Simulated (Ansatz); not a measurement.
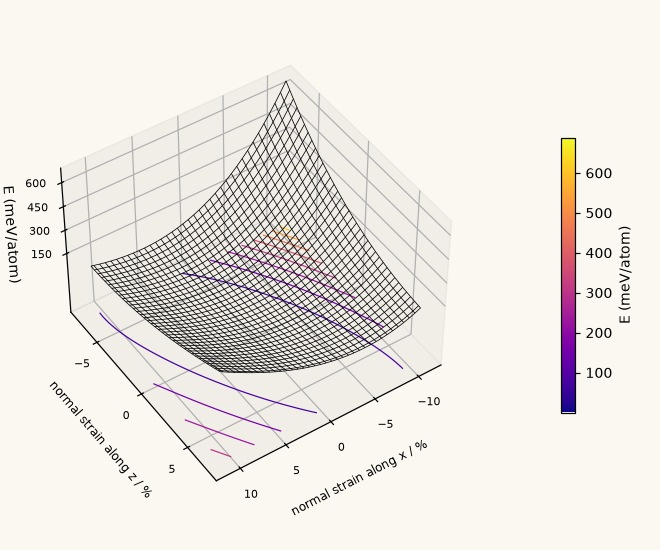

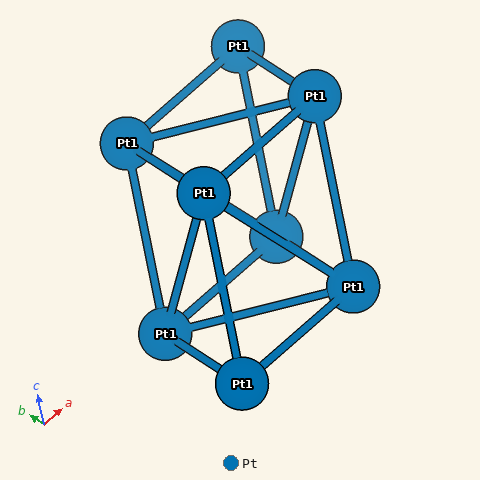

Energy landscape of Pt (Fm-3m, No. 225; 1 atom in the cell). The energy is mapped over two homogeneous strains (x, y and z along the cube axes). The first coordinate is: normal strain along x; the second: normal strain along z. Nothing is relaxed (symmetry fixes all fractional coordinates). The grid has 9 × 9 points. Points are written as (first, second). Energies are in meV/atom, from the lowest grid point. These are results of Ansatz, DFT LDA, scalar-relativistic, plane waves, PAW, not measurements. Settings: cutoff 420 eV, k-mesh 20×20×20, gaussian smearing 0.15 eV, no spin polarisation.

Drawn: a relief with its contours projected below. Between grid points the surface is interpolated. The second picture is the structure at the lowest point

**Where are the wells?**

The lowest grid point is at (0.00 %, 0.00 %). No other kind of well shows on this grid. The highest grid point, (−11.00 %, −7.00 %), lies 689 meV/atom above the lowest. Round the minimum the valley is strongly tilted: raising normal strain along x shifts the best value of normal strain along z downwards (coupling k₁₂/√(k₁₁k₂₂) about 0.7).

The values on the grid:

| normal strain along z ↓, normal strain along x → | −11.00 | −8.25 | −5.50 | −2.75 | 0.00 | 2.75 | 5.50 | 8.25 | 11.00 |
| --- | --- | --- | --- | --- | --- | --- | --- | --- | --- |
| 7.00 | 118 | 62 | 39 | 45 | 73 | 122 | 187 | 266 | 356 |
| 5.25 | 134 | 64 | 29 | 23 | 43 | 84 | 142 | 216 | 301 |
| 3.50 | 162 | 77 | 28 | 10 | 20 | 52 | 103 | 171 | 250 |
| 1.75 | 205 | 102 | 38 | 7 | 5 | 28 | 71 | 131 | 205 |
| 0.00 | 263 | 141 | 60 | 14 | 0 | 12 | 47 | 99 | 166 |
| −1.75 | 339 | 195 | 95 | 34 | 6 | 6 | 31 | 75 | 134 |
| −3.50 | 434 | 266 | 146 | 67 | 23 | 11 | 24 | 59 | 110 |
| −5.25 | 550 | 356 | 213 | 114 | 54 | 27 | 28 | 52 | 95 |
| −7.00 | 689 | 466 | 298 | 178 | 99 | 56 | 44 | 56 | 89 |

Each point was launched as `ansatz run input.yaml --threads 1 --pin off --max-ram 2048MiB --backend cpu --events-out ev --progress --plain --runs-dir out`. The whole map (81 points run) took 5.5 min on 1 thread of AMD EPYC 9R45 96-Core Processor (Zen 5), on a shared host.
